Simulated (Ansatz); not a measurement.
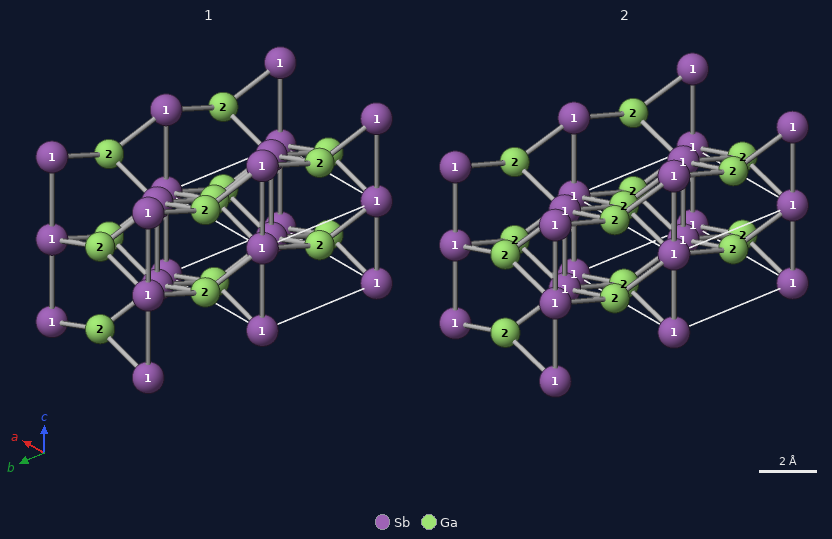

Two geometries of crystalline GaSb (set up in I-4m2), drawn at one scale. One is the start of a relaxation, the other its converged end. Style: ball-and-stick. Shown: the conventional cell (2 times the calculation's cell), repeated 1 × 2 × 2 with one cell outlined, from a free direction. Lengths and directions refer to the drawn axes.

The calculation used Kohn-Sham DFT of a periodic cell, HSE06, Ansatz PAW (Ansatz). (plane-wave cutoff 420 eV; k-point mesh 5 × 5 × 5; occupations fermi-dirac; smearing width 0.05 eV; no spin polarisation; cell and atoms relaxed; force threshold 0.01 eV/Å; at most 40 steps)

Q: Which one is relaxed?

A: Structure 1 is the relaxed one. The run lets cell and atoms move. No atom moves by more than 0.005 Å relative to the cell. Cell: a = b 5.507 → 5.301 Å (−3.7 %), c 3.181 → 3.353 Å (+5.4 %). Volume −2.3 %. Some distances before and after: Sb1–Sb1 3.181 → 3.353 Å, Sb1–Ga2 2.866 → 2.780 Å. Bond angles that change, for instance: Ga2–Sb1–Ga2 147.8° → 144.9°, Sb1–Ga2–Sb1 147.8° → 144.9°. The space group stays I-4m2 (No. 119). After 7 accepted moves (8 points after the start) the energy has fallen by 41.4 meV per cell of the calculation. All forces vanish by symmetry, so only the cell relaxes. The pressure goes from −1.64 to 0.01 GPa. The SCF was repeated once at an unchanged geometry on a basis and grid sized afresh for the cell, which shifted the energy by 0.6 meV per cell of the calculation at most. The run took 90 s on 1 × NVIDIA H100 80GB HBM3 with 2 threads of AMD EPYC 7R13 Processor (Zen 3), with other jobs on the host, peak memory 2.2 GiB.
